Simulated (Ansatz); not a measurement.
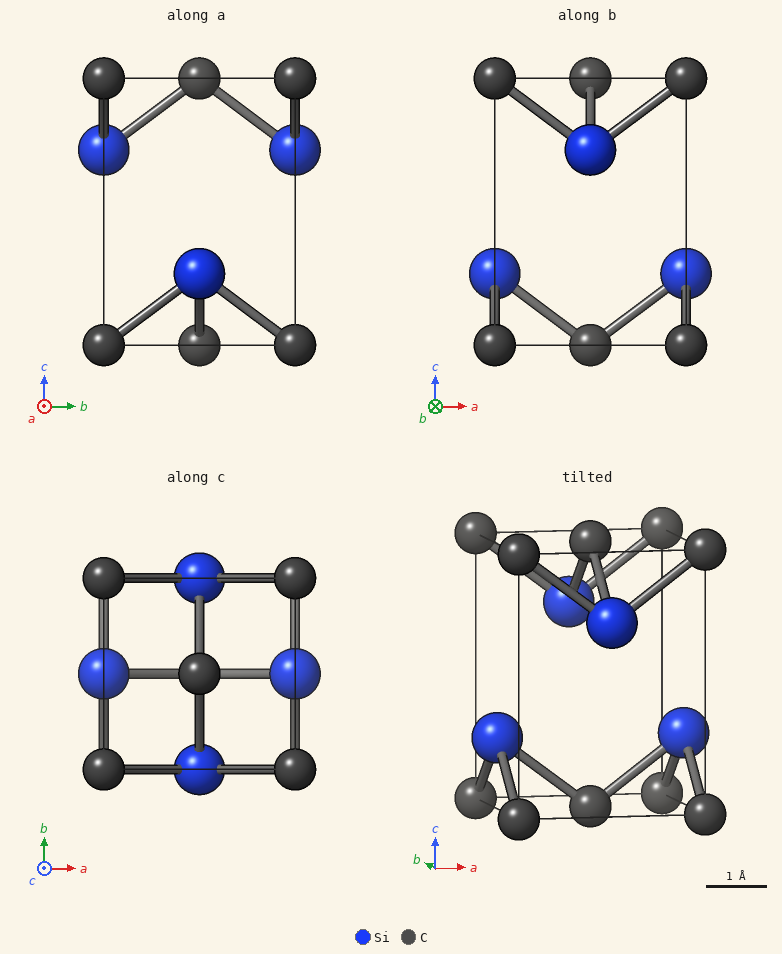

View along the a axis, along the b axis, along the c axis and slightly off an axis, drawn as a ball-and-stick model. The conventional unit cell is outlined; an atom on or near a face, edge or corner is repeated at each equivalent position.

Lattice parameters: a = 3.196 Å, b = 3.196 Å, c = 4.455 Å, α = 90.00°, β = 90.00°, γ = 90.00°.

Convert the drawing into a table of Wyckoff sites, with free fractional coordinates to two decimals.

Answer. Space group P4/nmm:1 (No. 129).
```csv
atom,site,x,y,z
Si,2c,0.00,0.50,0.27
C,2a,0.00,0.00,0.00
```

The model was built from a structure type filled with these elements by a generator (whether the compound takes this form wasn't checked). The geometry is the end of a relaxation with DFT r2SCAN, scalar-relativistic, plane waves, PAW (Ansatz).
